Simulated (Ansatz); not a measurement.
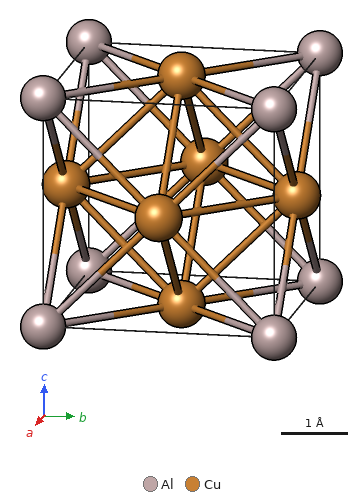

Normal modes of crystalline AlCu3, space group Pm-3m (No. 221), at the zone centre. Style: ball-and-stick. Shown: the cell of the calculation, slightly off an axis.

Theory: DFT LDA, scalar-relativistic, plane waves, PAW (Ansatz). (plane-wave cutoff 420 eV; k-point mesh 12 × 12 × 12; occupations fermi dirac; smearing width 0.15 eV; no spin polarisation)

The frequencies depend somewhat on the k-mesh and the smearing.

Give the spectrum at this point.

Answer. The calculation's cell holds 4 atoms, so there are 9 optical modes, in 3 levels. The optical modes span T₂u + 2T₁u. No level is unstable.

```csv
level,symmetry,frequency (cm⁻¹),activity
1,T₂u,168,silent
2,T₁u,203,infrared-active
3,T₁u,311,infrared-active
```

The crystal is a metal, so free carriers screen the infrared response.

The displacement patterns (one member of each degenerate set):

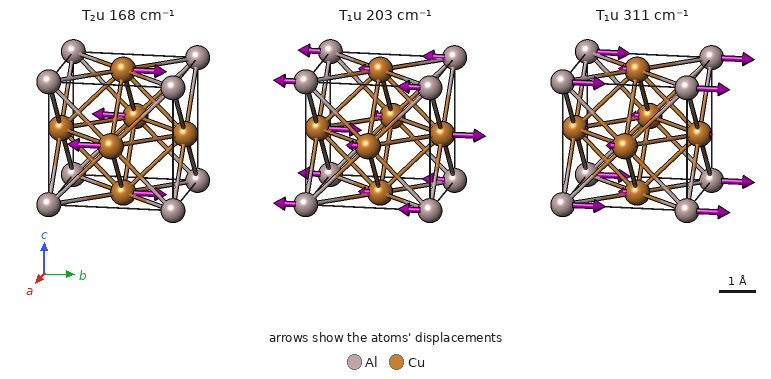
